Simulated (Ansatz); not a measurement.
Geometry relaxation, with input and output: GaSb (part 1 of 3)

- system: GaSb (slab, 16 atoms in the cell)
- method: DFT PBE+D3(BJ), scalar-relativistic, plane waves, PAW, no spin polarisation (Ansatz 0.2.0)

The structure derives from an entry of the Crystallography Open Database. The input holds or restrains some coordinates. Forces given for the steps count only the free coordinates. It belongs to a series of runs on one base structure; here: clean slab, lower planes held. Figures and captions count atoms from 1; the log counts them from 0 in places.

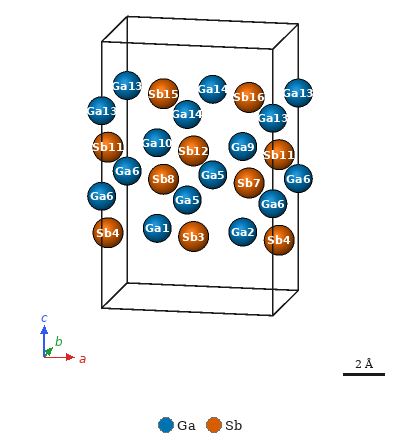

Figure 1. The starting structure (spheres-only view of the cell of the calculation, with the vacuum cut short, seen slightly off an axis; atoms are numbered from 1 in the order of the input). An atom can appear more than once, as a periodic image.

### Key numbers

| quantity | value |
| --- | --- |
| outcome | converged under the restraints of the input |
| electrons treated | 224 |
| free energy | −82141.9178 eV |
| work function, top face | 4.28 eV |
| work function, bottom face | 4.41 eV |
| Fermi energy | 0.275 eV |
| gap on the k-point mesh | 0.31 eV |
| final volume | 1195.46 Å³ |
| work function (upper face) | 4.28 eV |
| largest force (length of the vector) at the end, held atoms and coordinates included | 1.157 eV/Å |
| hardware | 4 threads of Intel Xeon (Sapphire Rapids), 16 GiB of memory available, shared host |
| wall time | 78 s (CPU time 4.2 min) |
| peak memory | 2.6 GiB |

Warnings of the run: the exchange-correlation potential is rough where the density is thin.

### Input
```yaml
crystal:
  lattice:
    - [8.6680824697, 0.0, 0.0]
    - [0.0, 6.1292598942, 0.0]
    - [0.0, 0.0, 22.5010618523]
  atoms:
    - { symbol: Ga, position: [0.25, 0.5, 0.3555387765] }
    - { symbol: Ga, position: [0.75, 0.5, 0.3555387765] }
    - { symbol: Sb, position: [0.5, 0.25, 0.3555387765] }
    - { symbol: Sb, position: [0.0, 0.25, 0.3555387765] }
    - { symbol: Ga, position: [0.5, 0.0, 0.4518462588] }
    - { symbol: Ga, position: [0.0, 0.0, 0.4518462588] }
    - { symbol: Sb, position: [0.75, 0.75, 0.4518462588] }
    - { symbol: Sb, position: [0.25, 0.75, 0.4518462588] }
    - { symbol: Ga, position: [0.75, 0.5, 0.5481537412] }
    - { symbol: Ga, position: [0.25, 0.5, 0.5481537412] }
    - { symbol: Sb, position: [0.0, 0.25, 0.5481537412] }
    - { symbol: Sb, position: [0.5, 0.25, 0.5481537412] }
    - { symbol: Ga, position: [0.0, 0.0, 0.6444612235] }
    - { symbol: Ga, position: [0.5, 0.0, 0.6444612235] }
    - { symbol: Sb, position: [0.25, 0.75, 0.6444612235] }
    - { symbol: Sb, position: [0.75, 0.75, 0.6444612235] }
basis:
  ecutwfc: 420
kpoints:
  mp_grid: { grid: [2, 3, 1] }
hamiltonian:
  xc: pbe
  dispersion: d3bj
scf:
  occupations: { method: gaussian, width: 0.1 }
output:
  forces: true
  eigenvalues: true
  write_density: true
  write_potential: true
  elf: true
  volumetric_format: npy
relax:
  adjacent_minimum: "off"
  f_tol: 0.03
  max_steps: 70
  constraints: [{ sites: [0, 1, 2, 3, 4, 5, 6, 7] }]
efield:
  axis: 3
  dipole_correction: true
  ramp_width: 0.04
```

Run as:
```bash
ansatz run input.yaml --threads 4 --pin off --max-ram 12288MiB --backend cpu --events-out ev --progress --plain --runs-dir out
```

### Output
```
Engine: ansatz 0.2.0, x86_64-unknown-linux-gnu
Pseudopotentials: kind: paw
Pseudopotential: Ga, paw, valence charge 13, recommended cutoff 420 eV (normal), Ga.paw.azcp
Pseudopotential: Sb, paw, valence charge 15, recommended cutoff 420 eV (normal), Sb.paw.azcp
Functional definition: PBE
  parameter kappa = 0.804
  parameter beta = 0.06672455060314922
  exchange = pbe_x(kappa = kappa, mu = beta*pi^2/3)
  correlation = pbe_c(beta = beta)
Crystal: 16 atoms, lattice volume = 1195.457 Å³
Basis set: ecut = 420 eV, 23403 PW (Γ), exchange–correlation on 120×90×320 points (8 copies of the dense FFT grid, shifted against one another)
Bands: 135, of which v1, the nominal top of the filled ones, is band 112 counted from 1 (111 counted from 0)
Symmetry: 4 space group operations
k-points: 4 of 6 (time reversal used)
Non-local potential: Ga, projectors of the file, l = 0: 2, l = 1: 2, l = 2: 3, l = 3: 1
Non-local potential: Sb, projectors of the file, l = 0: 2, l = 1: 2, l = 2: 2, l = 3: 2
PAW form: soft (Blöchl's): semilocal exchange-correlation on the pseudo side does not see the compensation charge
PAW one-centre angular grid: Ga, 590 points (default); XC on 64 Gauss nodes
PAW one-centre angular grid: Sb, 590 points (default); XC on 64 Gauss nodes
Initial density: superposition of atomic densities (neutral atoms: chi_scale 0, normalization atom), corrected by the library's trained network
Initial wavefunctions: pseudopotential atomic-orbital guess
Functional: x = pbe(κ = 0.804, μ = 0.2195149727645171), c = pbe(β = 0.06672455060314922)
SCF iter   1: F=—  HF=-82141.026964 eV  |F-HF|=—  |Δ(HF+E_count)|=         —  Δρ=1.64e-3  dr2=7.72e-2  ethr=1.77e-3  p=0.000 e·Å  D=4.44e-14 V/Å  ΔV_dip=-0.00 eV  dr2_dipole=9.55e-12  V_vac-E_F(+/−)=4.46/4.46 eV  ⟨swp⟩=6.8  Hψ=2111  notcnv=0  defer=3
efield: sawtooth ramp at fractional position 0.9800 (placed from the atoms, in the widest stretch of the axis that holds none; the zero of the levels goes with the place), width 0.0400; the density the first Hamiltonian is built on has a dipole p = 0.000 e·Å; the dipole correction subtracts the counter field D = 4.44e-14 V/Å, which shifts the + side's vacuum level by -0.00 eV against the − side's; the planar-averaged density in the ramp window peaks in size at 2.3e-6 e/Å³
preconditioner: auto → LDOS  [insulator: Δε(μ)=0.248 eV  Ē_g=13.274 eV  σ=0.100 eV  W_gap=0.92  n_scr=162 (ndim 8)  ℏωp=12.9 eV  f_vac=0.571  D(μ)=1.13/eV (n_scr^D=2)  ε∞_Penn≈1.9  β→1.0]
SCF iter   2: F=—  HF=-82141.023417 eV  |F-HF|=—  |Δ(HF+E_count)|=   3.55e-3  Δρ=1.35e-3  dr2=3.66e-2  ethr=3.45e-5  p=0.000 e·Å  D=1.02e-5 V/Å  ΔV_dip=-0.00 eV  dr2_dipole=1.46e-7  V_vac-E_F(+/−)=4.37/4.37 eV  ⟨swp⟩=2.0  Hψ=1104  notcnv=0  defer=59
SCF iter   3: F=—  HF=-82141.013100 eV  |F-HF|=—  |Δ(HF+E_count)|=   1.03e-2  Δρ=3.71e-4  dr2=2.23e-3  ethr=1.63e-5  p=-0.000 e·Å  D=-6.63e-6 V/Å  ΔV_dip=0.00 eV  dr2_dipole=4.29e-8  V_vac-E_F(+/−)=4.37/4.37 eV  ⟨swp⟩=2.0  Hψ=928  notcnv=0  defer=59
SCF iter   4: F=—  HF=-82141.012157 eV  |F-HF|=—  |Δ(HF+E_count)|=   9.43e-4  Δρ=1.43e-4  dr2=3.40e-4  ethr=9.97e-7  p=0.000 e·Å  D=2.00e-7 V/Å  ΔV_dip=-0.00 eV  dr2_dipole=3.10e-9  V_vac-E_F(+/−)=4.36/4.36 eV  ⟨swp⟩=2.0  Hψ=928  notcnv=0  defer=59
SCF iter   5: F=—  HF=-82141.012148 eV  |F-HF|=—  |Δ(HF+E_count)|=   8.39e-6  Δρ=3.86e-5  dr2=3.50e-5  ethr=1.52e-7  p=0.000 e·Å  D=1.25e-6 V/Å  ΔV_dip=-0.00 eV  dr2_dipole=1.45e-10  V_vac-E_F(+/−)=4.36/4.36 eV  ⟨swp⟩=2.0  Hψ=783  notcnv=0  defer=55
SCF iter   6: F=-82141.012164 eV  HF=-82141.012163 eV  |F-HF|=1.15e-6  |Δ(HF+E_count)|=   1.43e-5  Δρ=1.54e-5  dr2=5.20e-6  ethr=1.00e-8  p=0.000 e·Å  D=1.18e-7 V/Å  ΔV_dip=-0.00 eV  dr2_dipole=2.73e-11  V_vac-E_F(+/−)=4.35/4.35 eV  ⟨swp⟩=21.5  Hψ=5951  notcnv=0
SCF 1 converged in 6 iterations: F = -82141.012164 eV  dr2 = 5.20e-6
  greatest PAW one-centre occupation: 0.995 electrons in one spin orbital (limit 2), on the Sb atom at site 11 (counted from 0), in its partial waves of l = 2
relax step   1: F+E_penalty+E_count = -82141.01216388 eV  Δ(F+E_penalty+E_count) = +0.000e0 eV  max|allowed force component| = 9.067e-1 eV/Å  Δτ_max = 0.0000 Å  (6 SCF iters, dr2 threshold 2.25e-5 eV, accepted)
Initial density: handed on by an earlier stage of this run
Initial wavefunctions: those handed on with the density
iter 1 solved again at ethr=3.40e-5 eV; its pass at ethr=3.10e-3 eV (dr2=7.61e-2 eV) is discarded
SCF iter   1: F=—  HF=-82141.624091 eV  |F-HF|=—  |Δ(HF+E_count)|=         —  Δρ=3.34e-3  dr2=7.60e-2  ethr=3.40e-5  p=-0.000 e·Å  D=-8.33e-7 V/Å  ΔV_dip=0.00 eV  dr2_dipole=1.02e-3  V_vac-E_F(+/−)=4.31/4.31 eV  ⟨swp⟩=2.0  Hψ=1822  notcnv=0  defer=56
efield: sawtooth ramp at fractional position 0.9800 (handed on by an earlier solve), width 0.0400; the density the first Hamiltonian is built on has a dipole p = -0.000 e·Å; the dipole correction subtracts the counter field D = -8.33e-7 V/Å, which shifts the + side's vacuum level by +0.00 eV against the − side's; the planar-averaged density in the ramp window peaks in size at 2.2e-6 e/Å³
preconditioner: auto → Resta (q_TF=auto, 2.064 Å⁻¹)  ε∞=1.9  [insulator: Δε(μ)=0.395 eV  Ē_g=13.266 eV  σ=0.100 eV  W_gap=0.99  n_scr=162 (ndim 8)  ℏωp=12.9 eV  f_vac=0.571  D(μ)=0.14/eV (n_scr^D=0)  ε∞_Penn≈1.9  vacuum switching on, ρ_ref=1.3e-2 e/Å³]
SCF iter   2: F=—  HF=-82141.618809 eV  |F-HF|=—  |Δ(HF+E_count)|=   5.28e-3  Δρ=1.69e-3  dr2=6.83e-2  ethr=3.39e-5  p=0.031 e·Å  D=4.75e-3 V/Å  ΔV_dip=-0.11 eV  dr2_dipole=3.07e-2  V_vac-E_F(+/−)=4.26/4.37 eV  ⟨swp⟩=2.0  Hψ=572  notcnv=0  defer=56
SCF iter   3: F=—  HF=-82141.687837 eV  |F-HF|=—  |Δ(HF+E_count)|=   6.90e-2  Δρ=1.75e-3  dr2=1.01e0  ethr=3.05e-5  p=-0.137 e·Å  D=-2.08e-2 V/Å  ΔV_dip=0.47 eV  dr2_dipole=5.61e-1  V_vac-E_F(+/−)=4.62/4.15 eV  ⟨swp⟩=2.2  Hψ=583  notcnv=0  defer=56  recentre
SCF iter   4: F=—  HF=-82141.615344 eV  |F-HF|=—  |Δ(HF+E_count)|=   7.25e-2  Δρ=4.47e-4  dr2=4.75e-3  ethr=3.05e-5  p=0.001 e·Å  D=1.96e-4 V/Å  ΔV_dip=-0.00 eV  dr2_dipole=1.83e-3  V_vac-E_F(+/−)=4.35/4.35 eV  ⟨swp⟩=2.0  Hψ=650  notcnv=0  defer=56
SCF iter   5: F=—  HF=-82141.615370 eV  |F-HF|=—  |Δ(HF+E_count)|=   2.67e-5  Δρ=1.26e-4  dr2=2.18e-4  ethr=2.12e-6  p=-0.008 e·Å  D=-1.20e-3 V/Å  ΔV_dip=0.03 eV  dr2_dipole=9.60e-7  V_vac-E_F(+/−)=4.36/4.34 eV  ⟨swp⟩=2.0  Hψ=535  notcnv=0  defer=56
SCF iter   6: F=—  HF=-82141.615416 eV  |F-HF|=—  |Δ(HF+E_count)|=   4.59e-5  Δρ=5.85e-5  dr2=7.75e-5  ethr=9.74e-8  p=-0.008 e·Å  D=-1.15e-3 V/Å  ΔV_dip=0.03 eV  dr2_dipole=5.58e-7  V_vac-E_F(+/−)=4.37/4.34 eV  ⟨swp⟩=2.0  Hψ=819  notcnv=0  defer=56
SCF iter   7: F=-82141.615419 eV  HF=-82141.615419 eV  |F-HF|=6.13e-7  |Δ(HF+E_count)|=   2.34e-6  Δρ=2.43e-5  dr2=6.55e-6  ethr=2.29e-8  p=-0.007 e·Å  D=-1.07e-3 V/Å  ΔV_dip=0.02 eV  dr2_dipole=3.15e-9  V_vac-E_F(+/−)=4.36/4.34 eV  ⟨swp⟩=21.8  Hψ=5883  notcnv=0
SCF 2 converged in 7 iterations: F = -82141.615419 eV  dr2 = 6.55e-6
  greatest PAW one-centre occupation: 0.995 electrons in one spin orbital (limit 2), on the Sb atom at site 15 (counted from 0), in its partial waves of l = 2
relax step   2: F+E_penalty+E_count = -82141.61541930 eV  Δ(F+E_penalty+E_count) = -6.033e-1 eV  max|allowed force component| = 4.362e-1 eV/Å  Δτ_max = 0.1948 Å  (7 SCF iters, dr2 threshold 5.14e-5 eV, accepted)
SCF iter   1: F=—  HF=-82141.869451 eV  |F-HF|=—  |Δ(HF+E_count)|=         —  Δρ=3.10e-3  dr2=7.59e-2  ethr=2.30e-4  p=-0.007 e·Å  D=-1.07e-3 V/Å  ΔV_dip=0.02 eV  dr2_dipole=1.31e-2  V_vac-E_F(+/−)=4.37/4.34 eV  ⟨swp⟩=4.8  Hψ=1325  notcnv=0  defer=56
efield: sawtooth ramp at fractional position 0.9800 (handed on by an earlier solve), width 0.0400; the density the first Hamiltonian is built on has a dipole p = -0.007 e·Å; the dipole correction subtracts the counter field D = -1.07e-3 V/Å, which shifts the + side's vacuum level by +0.02 eV against the − side's; the planar-averaged density in the ramp window peaks in size at 3.8e-6 e/Å³
preconditioner: auto → LDOS  [insulator: Δε(μ)=0.309 eV  Ē_g=13.263 eV  σ=0.100 eV  W_gap=0.97  n_scr=162 (ndim 8)  ℏωp=12.9 eV  f_vac=0.572  D(μ)=0.59/eV (n_scr^D=2)  ε∞_Penn≈1.9  β→1.0]
SCF iter   2: F=—  HF=-82141.878123 eV  |F-HF|=—  |Δ(HF+E_count)|=   8.67e-3  Δρ=1.10e-3  dr2=8.99e-2  ethr=3.39e-5  p=0.051 e·Å  D=7.68e-3 V/Å  ΔV_dip=-0.17 eV  dr2_dipole=3.14e-2  V_vac-E_F(+/−)=4.22/4.40 eV  ⟨swp⟩=2.5  Hψ=1025  notcnv=0  defer=58
SCF iter   3: F=—  HF=-82141.866565 eV  |F-HF|=—  |Δ(HF+E_count)|=   1.16e-2  Δρ=3.85e-4  dr2=1.35e-2  ethr=3.39e-5  p=-0.004 e·Å  D=-6.58e-4 V/Å  ΔV_dip=0.01 eV  dr2_dipole=3.21e-3  V_vac-E_F(+/−)=4.40/4.38 eV  ⟨swp⟩=2.0  Hψ=873  notcnv=0  defer=58
SCF iter   4: F=—  HF=-82141.864649 eV  |F-HF|=—  |Δ(HF+E_count)|=   1.92e-3  Δρ=9.56e-5  dr2=3.11e-4  ethr=6.03e-6  p=0.013 e·Å  D=1.92e-3 V/Å  ΔV_dip=-0.04 eV  dr2_dipole=2.40e-5  V_vac-E_F(+/−)=4.34/4.38 eV  ⟨swp⟩=2.0  Hψ=567  notcnv=0  defer=58
SCF iter   5: F=—  HF=-82141.864461 eV  |F-HF|=—  |Δ(HF+E_count)|=   1.88e-4  Δρ=2.89e-5  dr2=1.70e-5  ethr=1.39e-7  p=0.013 e·Å  D=1.96e-3 V/Å  ΔV_dip=-0.04 eV  dr2_dipole=1.38e-7  V_vac-E_F(+/−)=4.34/4.39 eV  ⟨swp⟩=2.0  Hψ=988  notcnv=0  defer=58
SCF iter   6: F=-82141.864462 eV  HF=-82141.864463 eV  |F-HF|=3.20e-7  |Δ(HF+E_count)|=   1.74e-6  Δρ=1.09e-5  dr2=2.08e-6  ethr=5.31e-9  p=0.013 e·Å  D=2.02e-3 V/Å  ΔV_dip=-0.05 eV  dr2_dipole=5.71e-8  V_vac-E_F(+/−)=4.34/4.39 eV  ⟨swp⟩=21.0  Hψ=5915  notcnv=0
SCF 3 converged in 6 iterations: F = -82141.864462 eV  dr2 = 2.08e-6
relax step   3: F+E_penalty+E_count = -82141.86446227 eV  Δ(F+E_penalty+E_count) = -2.490e-1 eV  max|allowed force component| = 2.885e-1 eV/Å  Δτ_max = 0.1950 Å  (6 SCF iters, dr2 threshold 1.19e-5 eV, accepted)
SCF iter   1: F=—  HF=-82141.920364 eV  |F-HF|=—  |Δ(HF+E_count)|=         —  Δρ=2.43e-3  dr2=7.17e-2  ethr=1.59e-4  p=0.013 e·Å  D=2.01e-3 V/Å  ΔV_dip=-0.05 eV  dr2_dipole=1.95e-2  V_vac-E_F(+/−)=4.33/4.38 eV  ⟨swp⟩=3.8  Hψ=1172  notcnv=0  defer=61
efield: sawtooth ramp at fractional position 0.9800 (handed on by an earlier solve), width 0.0400; the density the first Hamiltonian is built on has a dipole p = 0.013 e·Å; the dipole correction subtracts the counter field D = 2.01e-3 V/Å, which shifts the + side's vacuum level by -0.05 eV against the − side's; the planar-averaged density in the ramp window peaks in size at 2.7e-6 e/Å³
preconditioner: auto → LDOS  [insulator: Δε(μ)=0.307 eV  Ē_g=13.261 eV  σ=0.100 eV  W_gap=0.97  n_scr=162 (ndim 8)  ℏωp=12.9 eV  f_vac=0.572  D(μ)=0.63/eV (n_scr^D=2)  ε∞_Penn≈1.9  β→1.0]
SCF iter   2: F=—  HF=-82141.929118 eV  |F-HF|=—  |Δ(HF+E_count)|=   8.75e-3  Δρ=1.02e-3  dr2=8.64e-2  ethr=3.20e-5  p=0.074 e·Å  D=1.12e-2 V/Å  ΔV_dip=-0.25 eV  dr2_dipole=3.15e-2  V_vac-E_F(+/−)=4.16/4.42 eV  ⟨swp⟩=2.0  Hψ=1017  notcnv=0  defer=60
SCF iter   3: F=—  HF=-82141.917051 eV  |F-HF|=—  |Δ(HF+E_count)|=   1.21e-2  Δρ=3.32e-4  dr2=7.70e-3  ethr=3.20e-5  p=0.023 e·Å  D=3.45e-3 V/Å  ΔV_dip=-0.08 eV  dr2_dipole=1.42e-3  V_vac-E_F(+/−)=4.33/4.40 eV  ⟨swp⟩=2.0  Hψ=864  notcnv=0  defer=60
SCF iter   4: F=—  HF=-82141.915802 eV  |F-HF|=—  |Δ(HF+E_count)|=   1.25e-3  Δρ=9.97e-5  dr2=3.27e-4  ethr=3.44e-6  p=0.036 e·Å  D=5.50e-3 V/Å  ΔV_dip=-0.12 eV  dr2_dipole=8.50e-6  V_vac-E_F(+/−)=4.28/4.40 eV  ⟨swp⟩=2.0  Hψ=906  notcnv=0  defer=61
SCF iter   5: F=-82141.915758 eV  HF=-82141.915762 eV  |F-HF|=4.04e-6  |Δ(HF+E_count)|=   3.96e-5  Δρ=2.55e-5  dr2=1.10e-5  ethr=8.60e-9  p=0.035 e·Å  D=5.24e-3 V/Å  ΔV_dip=-0.12 eV  dr2_dipole=3.21e-7  V_vac-E_F(+/−)=4.28/4.40 eV  ⟨swp⟩=20.0  Hψ=5663  notcnv=0
SCF 4 converged in 5 iterations: F = -82141.915758 eV  dr2 = 1.10e-5
  greatest PAW one-centre occupation: 0.996 electrons in one spin orbital (limit 2), on the Sb atom at site 15 (counted from 0), in its partial waves of l = 2
relax step   4: F+E_penalty+E_count = -82141.91575806 eV  Δ(F+E_penalty+E_count) = -5.130e-2 eV  max|allowed force component| = 3.959e-2 eV/Å  Δτ_max = 0.1272 Å  (5 SCF iters, dr2 threshold 1.93e-5 eV, accepted)
```
